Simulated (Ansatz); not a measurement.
BN: geometry relaxation (part 1 of 2)

The run: geometry relaxation of BN (4 atoms in the cell). Method and program: DFT PBE, scalar-relativistic, plane waves, PAW, no spin polarisation (Ansatz 0.2.0).

The structure derives from a Materials Project entry. It belongs to a series of runs on one base structure; here: relaxed at 22 GPa. Figures and captions count atoms from 1; the log counts them from 0 in places.

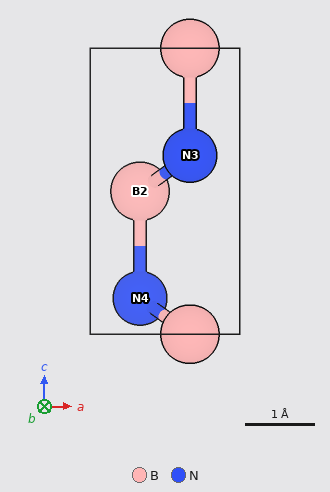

The input geometry (ball-and-stick view of the cell of the calculation, along the b axis; atoms are numbered from 1 in the order of the input). Near neighbours in the crystal (not all of them lie inside the picture): B has 4 N at 1.55 to 1.57 Å; N has 4 B at 1.55 to 1.57 Å.

## The input
```yaml
crystal:
  lattice:
    - [2.5305476497, 0.0, 0.0]
    - [-1.2652738249, 2.1915185502, 0.0]
    - [0.0, 0.0, 4.1856537494]
  atoms:
    - { symbol: B, position: [0.6666666667, 0.3333333333, 0.9997017212] }
    - { symbol: B, position: [0.3333333333, 0.6666666667, 0.4997017212] }
    - { symbol: "N", position: [0.6666666667, 0.3333333333, 0.6252982788] }
    - { symbol: "N", position: [0.3333333333, 0.6666666667, 0.1252982788] }
basis:
  ecutwfc: 420
kpoints:
  mp_grid: { grid: [12, 12, 6] }
hamiltonian:
  xc: pbe
scf:
  occupations: { method: fixed }
output:
  forces: true
  stress: true
  eigenvalues: true
  write_density: true
  write_potential: true
  elf: true
  volumetric_format: npy
relax:
  adjacent_minimum: "off"
  f_tol: 0.001
  max_steps: 60
  cell: { stress_tol: 0.02, p_target: 22.0 }
```

Hardware: 1 thread of AMD EPYC (Zen 3), 32 GiB of memory available, shared host.

Run as:
```bash
ansatz run input.yaml --threads 1 --pin off --max-ram 3072MiB --backend cpu --events-out ev --progress --plain --runs-dir out
```

## Log
```
Engine: ansatz 0.2.0, x86_64-unknown-linux-gnu
Pseudopotentials: kind: paw
Pseudopotential: B, paw, valence charge 3, recommended cutoff 420 eV (normal), B.paw.azcp
Pseudopotential: N, paw, valence charge 5, recommended cutoff 420 eV (normal), N.paw.azcp
Functional definition: PBE
  parameter kappa = 0.804
  parameter beta = 0.06672455060314922
  exchange = pbe_x(kappa = kappa, mu = beta*pi^2/3)
  correlation = pbe_c(beta = beta)
Crystal: 4 atoms, lattice volume = 23.213 Å³
Basis set: ecut = 420 eV, 463 PW (Γ), exchange–correlation on 36×36×60 points (8 copies of the dense FFT grid, shifted against one another)
Bands: 12, of which v1, the nominal top of the filled ones, is band 8 counted from 1 (7 counted from 0)
Symmetry: 12 space group operations
Space group: P63mc (ITA 186), of the structure as read, at distance tolerance 2.9e-5 Å
k-points: 76 of 864 (time reversal used)
Non-local potential: B, projectors of the file, l = 0: 2, l = 1: 2, l = 2: 1
Non-local potential: N, projectors of the file, l = 0: 2, l = 1: 2, l = 2: 1
PAW form: soft (Blöchl's): semilocal exchange-correlation on the pseudo side does not see the compensation charge
PAW one-centre angular grid: B, 110 points (default); XC on 64 Gauss nodes
PAW one-centre angular grid: N, 110 points (default); XC on 64 Gauss nodes
Initial density: superposition of atomic densities (neutral atoms: chi_scale 0, normalization atom), corrected by the library's trained network
Initial wavefunctions: pseudopotential atomic-orbital guess
Functional: x = pbe(κ = 0.804, μ = 0.2195149727645171), c = pbe(β = 0.06672455060314922)
SCF iter   1: F=—  HF=-1084.460281 eV  |F-HF|=—  |Δ(HF+E_count)|=         —  Δρ=3.11e-3  dr2=1.15e-3  ethr=1.77e-3  ⟨swp⟩=4.6  Hψ=4304  notcnv=0  defer=126
preconditioner: auto → none  [insulator: Δε(μ)=5.150 eV  Ē_g=17.840 eV  n_scr=2 (ndim 8)  ℏωp=30.8 eV  f_vac=0.000  ε∞_Penn≈4.0]
SCF iter   2: F=—  HF=-1084.460477 eV  |F-HF|=—  |Δ(HF+E_count)|=   1.96e-4  Δρ=1.09e-3  dr2=1.35e-4  ethr=7.19e-6  ⟨swp⟩=2.3  Hψ=2195  notcnv=0  defer=149
SCF iter   3: F=—  HF=-1084.460607 eV  |F-HF|=—  |Δ(HF+E_count)|=   1.30e-4  Δρ=5.31e-4  dr2=1.94e-5  ethr=8.42e-7  ⟨swp⟩=2.8  Hψ=1623  notcnv=0  defer=100
SCF iter   4: F=—  HF=-1084.460663 eV  |F-HF|=—  |Δ(HF+E_count)|=   5.61e-5  Δρ=9.75e-5  dr2=7.08e-7  ethr=1.21e-7  ⟨swp⟩=2.2  Hψ=1484  notcnv=0  defer=26
iter 5 did not close the SCF: its close was put off for the readings that it lacked (scf_convergence_deferred on its scf_iter line)
SCF iter   5: F=-1084.460666 eV  HF=-1084.460666 eV  |F-HF|=2.83e-8  |Δ(HF+E_count)|=   2.47e-6  Δρ=1.09e-5  dr2=8.84e-9  ethr=4.43e-9  ⟨swp⟩=2.1  Hψ=1510  notcnv=0  defer=55
SCF iter   6: F=-1084.460666 eV  HF=-1084.460666 eV  |F-HF|=2.19e-10  |Δ(HF+E_count)|=   3.11e-8  Δρ=1.02e-6  dr2=9.80e-11  ethr=5.52e-11  ⟨swp⟩=7.1  Hψ=6176  notcnv=0
SCF 1 converged in 6 iterations: F = -1084.460666 eV  dr2 = 9.80e-11
  greatest PAW one-centre occupation: 0.790 electrons in one spin orbital (limit 2), on the N atom at site 3 (counted from 0), in its partial waves of l = 0
relax step   1: F+E_penalty+E_count = -1084.46066594 eV  Δ(F+E_penalty+E_count) = +0.000e0 eV  max|allowed force component| = 1.205e-8 eV/Å  Δτ_max = 0.0000 Å  P = +10.994 GPa  Ω = 23.213 Å³  (6 SCF iters, dr2 threshold 1.00e-7 eV, accepted)
Crystal: 4 atoms, lattice volume = 22.844 Å³
Basis set: ecut = 420 eV, 427 PW (Γ), exchange–correlation on 36×36×60 points (8 copies of the dense FFT grid, shifted against one another)
Initial density: handed on by an earlier stage of this run
Initial wavefunctions: those handed on with the density
iter 1 solved again at ethr=2.10e-5 eV; its pass at ethr=3.10e-3 eV (dr2=3.37e-3 eV) is discarded
SCF iter   1: F=—  HF=-1084.430919 eV  |F-HF|=—  |Δ(HF+E_count)|=         —  Δρ=4.08e-3  dr2=3.23e-3  ethr=2.10e-5  ⟨swp⟩=1.0  Hψ=5027  notcnv=0  defer=140
preconditioner: auto → none  [insulator: Δε(μ)=5.169 eV  Ē_g=18.049 eV  n_scr=2 (ndim 8)  ℏωp=31.1 eV  f_vac=0.000  ε∞_Penn≈4.0]
SCF iter   2: F=—  HF=-1084.430029 eV  |F-HF|=—  |Δ(HF+E_count)|=   8.90e-4  Δρ=1.48e-3  dr2=3.71e-4  ethr=2.02e-5  ⟨swp⟩=2.0  Hψ=1535  notcnv=0  defer=149
SCF iter   3: F=—  HF=-1084.429955 eV  |F-HF|=—  |Δ(HF+E_count)|=   7.41e-5  Δρ=5.05e-4  dr2=5.04e-5  ethr=2.32e-6  ⟨swp⟩=2.7  Hψ=1572  notcnv=0  defer=146
SCF iter   4: F=—  HF=-1084.429953 eV  |F-HF|=—  |Δ(HF+E_count)|=   2.17e-6  Δρ=7.81e-5  dr2=4.95e-7  ethr=3.15e-7  ⟨swp⟩=2.2  Hψ=1532  notcnv=0  defer=149
SCF iter   5: F=-1084.429953 eV  HF=-1084.429953 eV  |F-HF|=1.65e-9  |Δ(HF+E_count)|=   4.47e-7  Δρ=5.26e-6  dr2=4.68e-9  ethr=2.50e-9  ⟨swp⟩=10.5  Hψ=7198  notcnv=0
SCF 2 converged in 5 iterations: F = -1084.429953 eV  dr2 = 4.68e-9
  greatest PAW one-centre occupation: 0.791 electrons in one spin orbital (limit 2), on the N atom at site 3 (counted from 0), in its partial waves of l = 0
relax step   2: F+E_penalty+E_count = -1084.42995344 eV  Δ(F+E_penalty+E_count) = +3.071e-2 eV  max|allowed force component| = 1.434e-3 eV/Å  Δτ_max = 0.0002 Å  P = +17.945 GPa  Ω = 22.844 Å³  energy of the carried Pulay correction = +2.494e-3 eV  (5 SCF iters, dr2 threshold 4.00e-7 eV, accepted)
Crystal: 4 atoms, lattice volume = 22.634 Å³
iter 1 solved again at ethr=7.16e-6 eV; its pass at ethr=3.10e-3 eV (dr2=1.15e-3 eV) is discarded
SCF iter   1: F=—  HF=-1084.405520 eV  |F-HF|=—  |Δ(HF+E_count)|=         —  Δρ=2.39e-3  dr2=1.10e-3  ethr=7.16e-6  ⟨swp⟩=2.0  Hψ=5012  notcnv=0  defer=146
preconditioner: auto → none  [insulator: Δε(μ)=5.136 eV  Ē_g=18.152 eV  n_scr=2 (ndim 8)  ℏωp=31.2 eV  f_vac=0.000  ε∞_Penn≈4.0]
SCF iter   2: F=—  HF=-1084.405218 eV  |F-HF|=—  |Δ(HF+E_count)|=   3.02e-4  Δρ=8.63e-4  dr2=1.25e-4  ethr=6.86e-6  ⟨swp⟩=2.0  Hψ=1533  notcnv=0  defer=149
SCF iter   3: F=—  HF=-1084.405192 eV  |F-HF|=—  |Δ(HF+E_count)|=   2.54e-5  Δρ=2.94e-4  dr2=1.68e-5  ethr=7.80e-7  ⟨swp⟩=2.9  Hψ=1561  notcnv=0  defer=4
SCF iter   4: F=-1084.405192 eV  HF=-1084.405192 eV  |F-HF|=1.33e-7  |Δ(HF+E_count)|=   7.31e-7  Δρ=4.57e-5  dr2=1.64e-7  ethr=2.50e-9  ⟨swp⟩=8.4  Hψ=7487  notcnv=0
SCF 3 converged in 4 iterations: F = -1084.405192 eV  dr2 = 1.64e-7
  greatest PAW one-centre occupation: 0.792 electrons in one spin orbital (limit 2), on the N atom at site 3 (counted from 0), in its partial waves of l = 0
relax step   3: F+E_penalty+E_count = -1084.40519186 eV  Δ(F+E_penalty+E_count) = +2.476e-2 eV  max|allowed force component| = 3.413e-3 eV/Å  Δτ_max = 0.0001 Å  P = +22.127 GPa  Ω = 22.634 Å³  energy of the carried Pulay correction = +3.931e-3 eV  (4 SCF iters, dr2 threshold 4.00e-7 eV, accepted)
Crystal: 4 atoms, lattice volume = 22.640 Å³
iter 1 solved again at ethr=7.48e-9 eV; its pass at ethr=3.10e-3 eV (dr2=1.20e-6 eV) is discarded
SCF iter   1: F=—  HF=-1084.406003 eV  |F-HF|=—  |Δ(HF+E_count)|=         —  Δρ=9.43e-5  dr2=1.16e-6  ethr=7.48e-9  ⟨swp⟩=1.2  Hψ=4893  notcnv=0
preconditioner: auto → none  [insulator: Δε(μ)=5.114 eV  Ē_g=18.142 eV  n_scr=2 (ndim 8)  ℏωp=31.2 eV  f_vac=0.000  ε∞_Penn≈4.0]
SCF iter   2: F=—  HF=-1084.406000 eV  |F-HF|=—  |Δ(HF+E_count)|=   3.42e-6  Δρ=2.98e-5  dr2=1.21e-7  ethr=7.25e-9  ⟨swp⟩=2.2  Hψ=1489  notcnv=0
SCF iter   3: F=-1084.406000 eV  HF=-1084.406000 eV  |F-HF|=4.73e-9  |Δ(HF+E_count)|=   3.51e-8  Δρ=1.14e-5  dr2=1.35e-8  ethr=4.63e-10  ⟨swp⟩=8.2  Hψ=6105  notcnv=0
SCF 4 converged in 3 iterations: F = -1084.406000 eV  dr2 = 1.35e-8
relax step   4: F+E_penalty+E_count = -1084.40600001 eV  Δ(F+E_penalty+E_count) = -8.081e-4 eV  max|allowed force component| = 8.938e-4 eV/Å  Δτ_max = 0.0001 Å  P = +21.997 GPa  Ω = 22.640 Å³  energy of the carried Pulay correction = +3.888e-3 eV  (3 SCF iters, dr2 threshold 7.41e-8 eV, accepted)
iter 1 solved again at ethr=1.16e-10 eV; its pass at ethr=3.10e-3 eV (dr2=1.85e-8 eV) is discarded
SCF iter   1: F=—  HF=-1084.406002 eV  |F-HF|=—  |Δ(HF+E_count)|=         —  Δρ=1.33e-5  dr2=2.04e-8  ethr=1.16e-10  ⟨swp⟩=2.0  Hψ=5321  notcnv=0
preconditioner: auto → none  [insulator: Δε(μ)=5.115 eV  Ē_g=18.143 eV  n_scr=2 (ndim 8)  ℏωp=31.2 eV  f_vac=0.000  ε∞_Penn≈4.0]
SCF iter   2: F=—  HF=-1084.405998 eV  |F-HF|=—  |Δ(HF+E_count)|=   3.05e-6  Δρ=5.44e-6  dr2=3.01e-9  ethr=1.16e-10  ⟨swp⟩=2.0  Hψ=1489  notcnv=0
SCF iter   3: F=-1084.405998 eV  HF=-1084.405998 eV  |F-HF|=1.05e-10  |Δ(HF+E_count)|=  9.96e-11  Δρ=1.51e-6  dr2=2.80e-10  ethr=1.87e-11  ⟨swp⟩=6.8  Hψ=5113  notcnv=0
SCF 5 converged in 3 iterations: F = -1084.405998 eV  dr2 = 2.80e-10
relax step   5: F+E_penalty+E_count = -1084.40599848 eV  Δ(F+E_penalty+E_count) = +1.531e-6 eV  max|allowed force component| = 6.944e-4 eV/Å  Δτ_max = 0.0000 Å  P = +21.996 GPa  Ω = 22.640 Å³  energy of the carried Pulay correction = +3.888e-3 eV  (3 SCF iters, dr2 threshold 2.99e-9 eV, accepted)
Initial wavefunctions: pseudopotential atomic-orbital guess (no wavefunctions were taken with the density)
iter 1 solved again at ethr=1.43e-8 eV; its pass at ethr=3.10e-3 eV (dr2=2.29e-6 eV) is discarded
SCF iter   1: F=—  HF=-1084.402621 eV  |F-HF|=—  |Δ(HF+E_count)|=         —  Δρ=1.96e-4  dr2=1.18e-6  ethr=1.43e-8  ⟨swp⟩=3.1  Hψ=7120  notcnv=0  defer=146
preconditioner: auto → none  [insulator: Δε(μ)=5.112 eV  Ē_g=18.143 eV  n_scr=2 (ndim 8)  ℏωp=31.2 eV  f_vac=0.000  ε∞_Penn≈4.0]
SCF iter   2: F=—  HF=-1084.402620 eV  |F-HF|=—  |Δ(HF+E_count)|=   9.94e-7  Δρ=9.48e-5  dr2=2.74e-7  ethr=7.38e-9  ⟨swp⟩=2.7  Hψ=1567  notcnv=0  defer=48
SCF iter   3: F=—  HF=-1084.402621 eV  |F-HF|=—  |Δ(HF+E_count)|=   7.18e-7  Δρ=2.74e-5  dr2=6.26e-8  ethr=1.71e-9  ⟨swp⟩=2.1  Hψ=1459  notcnv=0  defer=48
SCF iter   4: F=—  HF=-1084.402621 eV  |F-HF|=—  |Δ(HF+E_count)|=   2.21e-8  Δρ=3.06e-6  dr2=5.55e-10  ethr=3.91e-10  ⟨swp⟩=2.0  Hψ=1515  notcnv=0  defer=48
SCF iter   5: F=-1084.402621 eV  HF=-1084.402621 eV  |F-HF|=5.91e-12  |Δ(HF+E_count)|=  6.39e-10  Δρ=2.79e-7  dr2=5.30e-12  ethr=1.00e-12  ⟨swp⟩=6.5  Hψ=5873  notcnv=0
SCF 6 converged in 5 iterations: F = -1084.402621 eV  dr2 = 5.30e-12
relax step   6: F+E_penalty+E_count = -1084.40262122 eV  Δ(F+E_penalty+E_count) = +3.377e-3 eV  max|allowed force component| = 8.903e-4 eV/Å  Δτ_max = 0.0000 Å  P = +21.724 GPa  Ω = 22.640 Å³  stress off target by 2.78e-1 GPa  SCF on the basis re-selected at this cell (its energy is not comparable with the rows above)  (5 SCF iters)
basis re-selected at this cell: Δ(F+E_penalty+E_count) = +3.377e-3 eV, ΔP = -0.271 GPa vs the last step (what re-selecting the basis moved, of the pressure what is left beyond the Pulay correction that the steps carried, after the strain that the cell walked since its last selection, with what the two solves' SCF thresholds leave and, on support functions, any second-order correction that the steps lacked; it is no measure of the basis error at this ecutwfc). This SCF's stress stands 2.78e-1 GPa from its target on what of the cell is left free (relax.cell.stress_tol is 2.00e-2 GPa) and its largest allowed force component is 8.90e-4 eV/Å (relax.f_tol is 1.00e-3 eV/Å): not within both, so this SCF does not close the relaxation
Crystal: 4 atoms, lattice volume = 22.627 Å³
iter 1 solved again at ethr=2.87e-8 eV; its pass at ethr=3.10e-3 eV (dr2=4.58e-6 eV) is discarded
SCF iter   1: F=—  HF=-1084.400925 eV  |F-HF|=—  |Δ(HF+E_count)|=         —  Δρ=1.51e-4  dr2=4.38e-6  ethr=2.87e-8  ⟨swp⟩=1.0  Hψ=4864  notcnv=0
preconditioner: auto → none  [insulator: Δε(μ)=5.111 eV  Ē_g=18.150 eV  n_scr=2 (ndim 8)  ℏωp=31.2 eV  f_vac=0.000  ε∞_Penn≈4.0]
SCF iter   2: F=—  HF=-1084.400921 eV  |F-HF|=—  |Δ(HF+E_count)|=   4.21e-6  Δρ=5.48e-5  dr2=5.03e-7  ethr=2.74e-8  ⟨swp⟩=2.2  Hψ=1470  notcnv=0
SCF iter   3: F=-1084.400920 eV  HF=-1084.400920 eV  |F-HF|=1.20e-8  |Δ(HF+E_count)|=   9.40e-8  Δρ=1.88e-5  dr2=6.82e-8  ethr=1.21e-9  ⟨swp⟩=9.2  Hψ=6604  notcnv=0
SCF 7 converged in 3 iterations: F = -1084.400920 eV  dr2 = 6.82e-8
relax step   7: F+E_penalty+E_count = -1084.40092046 eV  Δ(F+E_penalty+E_count) = +1.701e-3 eV  max|allowed force component| = 4.434e-5 eV/Å  Δτ_max = 0.0000 Å  P = +21.987 GPa  Ω = 22.627 Å³  energy of the carried Pulay correction = +8.797e-5 eV  (3 SCF iters, dr2 threshold 1.94e-7 eV, accepted)
iter 1 solved again at ethr=2.20e-8 eV; its pass at ethr=3.10e-3 eV (dr2=3.52e-6 eV) is discarded
SCF iter   1: F=—  HF=-1084.400832 eV  |F-HF|=—  |Δ(HF+E_count)|=         —  Δρ=1.96e-5  dr2=6.70e-8  ethr=2.20e-8  ⟨swp⟩=3.0  Hψ=7091  notcnv=0  defer=146
preconditioner: auto → none  [insulator: Δε(μ)=5.110 eV  Ē_g=18.150 eV  n_scr=2 (ndim 8)  ℏωp=31.2 eV  f_vac=0.000  ε∞_Penn≈4.0]
SCF iter   2: F=—  HF=-1084.400828 eV  |F-HF|=—  |Δ(HF+E_count)|=   3.90e-6  Δρ=9.75e-6  dr2=1.25e-8  ethr=4.19e-10  ⟨swp⟩=2.5  Hψ=1507  notcnv=0  defer=48
SCF iter   3: F=—  HF=-1084.400828 eV  |F-HF|=—  |Δ(HF+E_count)|=   2.67e-9  Δρ=3.67e-6  dr2=2.60e-9  ethr=7.84e-11  ⟨swp⟩=2.5  Hψ=1569  notcnv=0  defer=48
SCF iter   4: F=—  HF=-1084.400828 eV  |F-HF|=—  |Δ(HF+E_count)|=  5.35e-10  Δρ=5.93e-7  dr2=2.72e-11  ethr=1.63e-11  ⟨swp⟩=2.1  Hψ=1451  notcnv=0  defer=48
SCF iter   5: F=-1084.400828 eV  HF=-1084.400828 eV  |F-HF|=9.09e-13  |Δ(HF+E_count)|=  2.75e-11  Δρ=8.28e-8  dr2=7.40e-13  ethr=1.00e-12  ⟨swp⟩=7.4  Hψ=5002  notcnv=0
SCF 8 converged in 5 iterations: F = -1084.400828 eV  dr2 = 7.40e-13
relax step   8: F+E_penalty+E_count = -1084.40082843 eV  Δ(F+E_penalty+E_count) = +9.203e-5 eV  max|allowed force component| = 4.818e-5 eV/Å  Δτ_max = 0.0000 Å  P = +21.984 GPa  Ω = 22.627 Å³  stress off target by 1.76e-2 GPa  SCF on the basis re-selected at this cell (its energy is not comparable with the rows above)  (5 SCF iters)
```

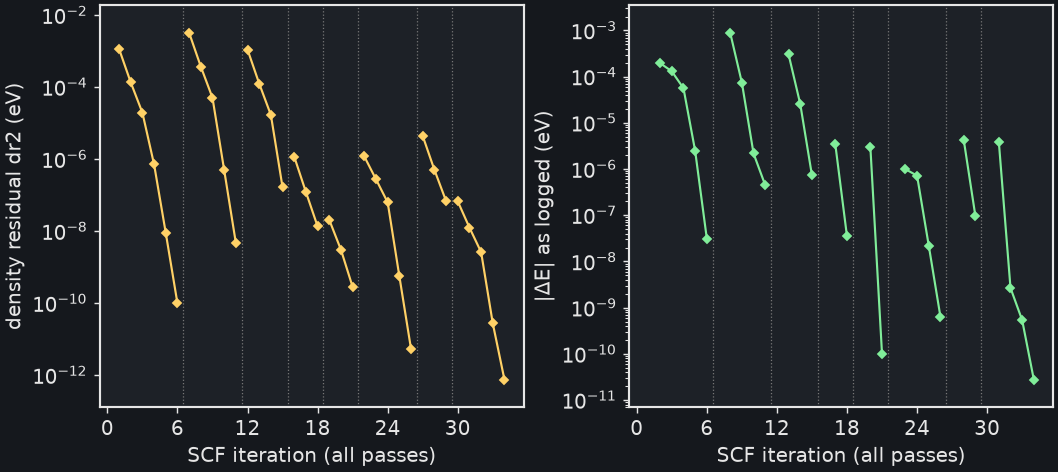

Convergence of the self-consistent field: density residual dr2 and size of the energy change against the SCF iteration. The dotted lines part the SCF passes of the relaxation: geometry steps, rejected trials and re-solves on a re-selected basis. The 8 passes take 3 to 6 iterations each, 34 in all.
